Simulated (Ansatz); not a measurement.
```cif
data_structure
_symmetry_space_group_name_H-M 'P 1'
_symmetry_Int_Tables_number 1
_cell_length_a 2.5478
_cell_length_b 4.3370
_cell_length_c 6.6612
_cell_angle_alpha 90.000
_cell_angle_beta 90.000
_cell_angle_gamma 90.000
_cell_volume 73.61
loop_
_atom_site_label
_atom_site_type_symbol
_atom_site_fract_x
_atom_site_fract_y
_atom_site_fract_z
_atom_site_occupancy
B1 B 0.00000 0.33333 0.25000 1
B2 B 0.50000 0.83333 0.25000 1
B3 B 0.50000 0.16667 0.75000 1
B4 B 0.00000 0.66667 0.75000 1
N1 N 0.00000 0.33333 0.75000 1
N2 N 0.50000 0.83333 0.75000 1
N3 N 0.50000 0.16667 0.25000 1
N4 N 0.00000 0.66667 0.25000 1
```

Space group Cmcm; changed on purpose from its base cell (strain +0.0175 x Voigt [1, 0, 0, 0, 0, 0], atoms carried along); computed pressure about −5 GPa in this cell.

All numbers below come from DFT PBE+D3(BJ), scalar-relativistic, plane waves, PAW (Ansatz).

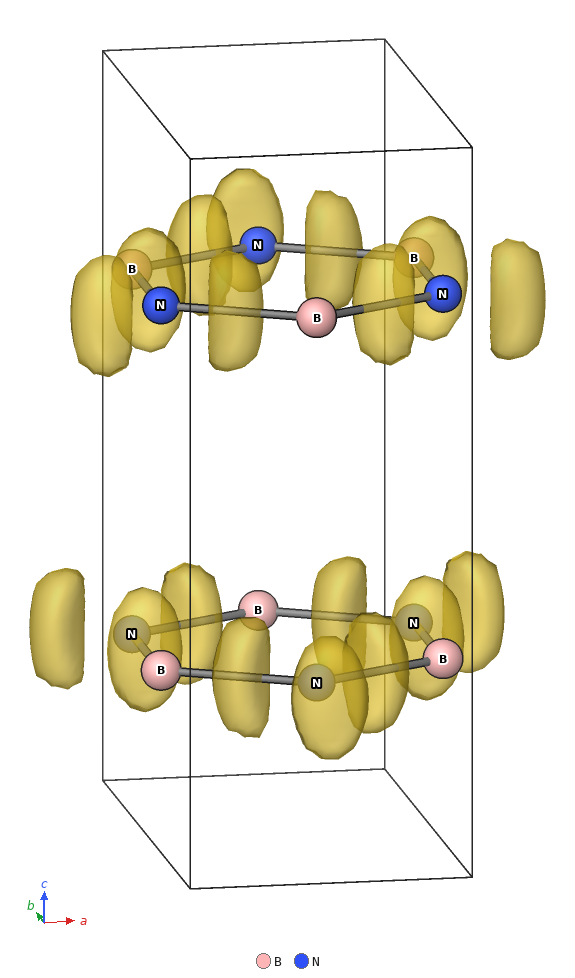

BN. Isosurface of the electron localisation function at 0.85 (yellow), seen slightly off an axis. Core shells and regions of very low density are left out. Sticks mark near contacts.

Identify the bonds, lone pairs and shells in this picture.

Answer. The ELF exceeds this value in twelve regions between bonded B–N atoms (shared pairs), counted in one cell of 8 atoms. Regions shared between cells count once. Along the contacts the grid gives the following. B–N (1.45 Å): the ELF peaks at about 0.95 between the atoms; a shared but strongly polarised pair.

Does the calculation make it a metal, or give it a gap?

Answer. It is gapped, with a Kohn–Sham gap of 4.2 eV on the k-point mesh, an upper bound to the gap of this method.
